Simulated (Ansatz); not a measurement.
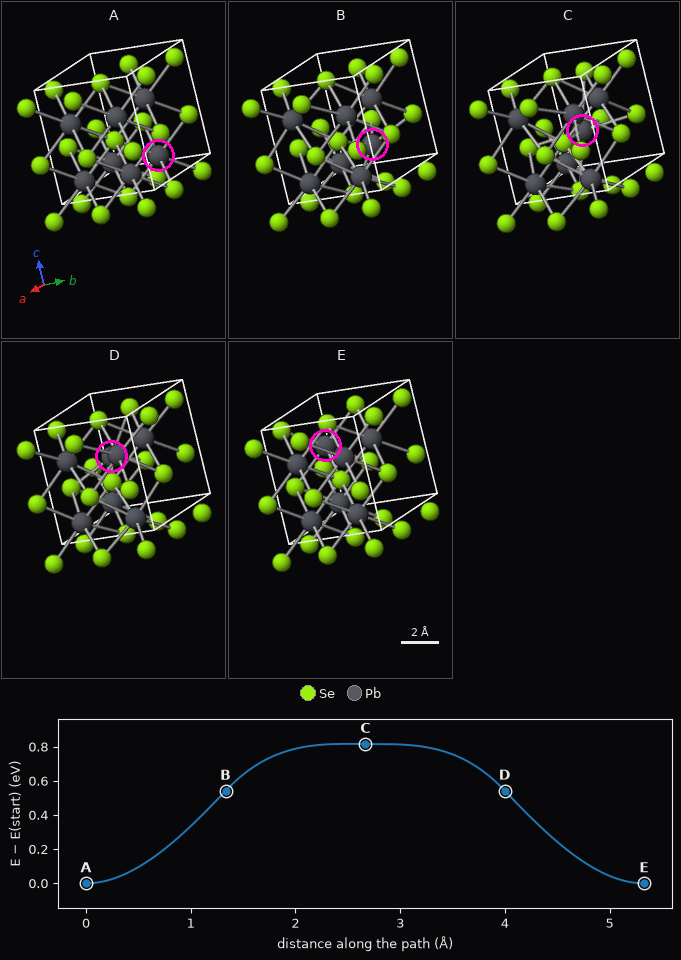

A nudged-elastic-band calculation for a defect cell of composition Pb$_{7}$Se$_{8}$ with a Pb vacancy (15 atoms in the cell). Images are numbered from 0 (start) to 4 (end). Frames A to E are images 0, 1, 2, 3, 4. Style: ball-and-stick. Shown: the reduced simulation cell (origin moved), slightly off an axis. The moving atom is ringed, with any periodic copies. Lengths and directions refer to the drawn axes. Bonds to atoms that aren't drawn are left out.

These are results of DFT, PAW plane waves, PBE (Ansatz), not measurements. Run with plane-wave cutoff 420 eV; k-point mesh 2 × 2 × 2; Fermi-Dirac smearing 0.05 eV; 3 movable images; climbing image; force threshold 0.05 eV/Å; iteration limit 40.

> Describe the mechanism and the energy profile.

It is a vacancy jump: a nearby atom moves into the empty site and leaves its own site empty. A Pb atom travels furthest, 4.31 Å from end to end, along [0 −1 1], on a straight line. At the highest image its nearest neighbour (Se) is 2.85 Å away, against 3.04 Å at the start, and the surrounding atoms stand up to 0.68 Å off the mean of their end positions. The barrier is about 0.82 eV in both directions, with image 2 at the top; the ends have the same energy. The band converged in 10 iterations. The largest component of the band force went from 5 to 0.031 eV/Å. The climbing image converged on the top of the path. Its curvatures weren't checked.

Cost: 11 min on 4 threads of Arm Neoverse N1, on a shared host, peak memory 2.6 GiB.
